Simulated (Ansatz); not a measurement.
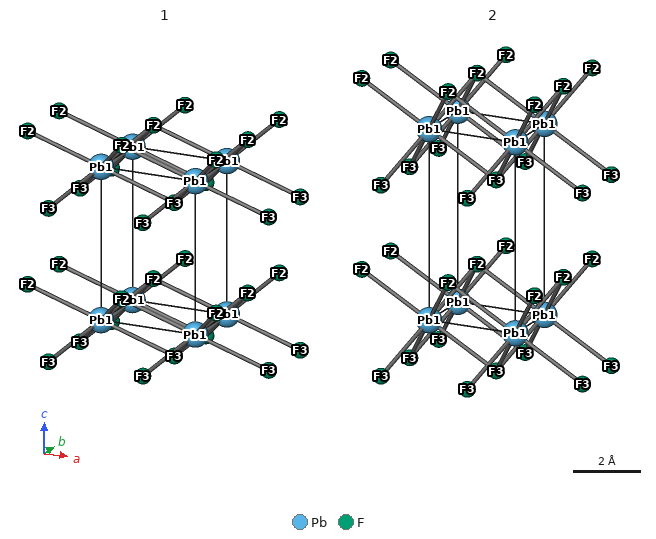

Two geometries of crystalline PbF2 (built on the CdI2 type), drawn at one scale. One is the start of a relaxation, the other its converged end. Style: ball-and-stick. Shown: the cell of the calculation, from a free direction.

These are results of Ansatz, DFT PBEsol, scalar-relativistic, plane waves, PAW, not measurements. Set-up: plane-wave cutoff 420 eV; k-point mesh 12 × 12 × 6; occupations gaussian; smearing width 0.05 eV; no spin polarisation; cell and atoms relaxed; force threshold 0.01 eV/Å; at most 60 steps.

Which one is relaxed?

Structure 1 is the relaxed one. The largest moves relative to the cell, 0.17 Å, are those of F2 and F3. F2 goes along −c. Pb stays in place. The drawn cell changes as follows: a = b 3.583 → 3.914 Å (+9.2 %), c 5.780 → 4.641 Å (−19.7 %); the volume changes by −4.2 %. Among the contacts that change: Pb1–F2 2.530 → 2.470 Å. Among the angles between lasting bonds that change: F2–Pb1–F2 90.2° → 104.8°, Pb1–F2–Pb1 90.2° → 104.8°, F2–Pb1–F3 89.8° → 75.2°. The space group stays P-3m1 (No. 164). Over 28 accepted moves (43 points after the start) the energy falls by 177 meV per atom. Largest force component: 1.2 eV/Å at the start, 0.0015 eV/Å at the end. Pressure: −2.35 GPa at the start and −0.01 GPa at the end. At 15 points the geometry stayed and the basis and grid were re-selected for the new cell (energy shift of 14.2 meV per atom at most each time).

Limits of the set-up: layers or molecules are held without a dispersion correction, so their spacing is unreliable.
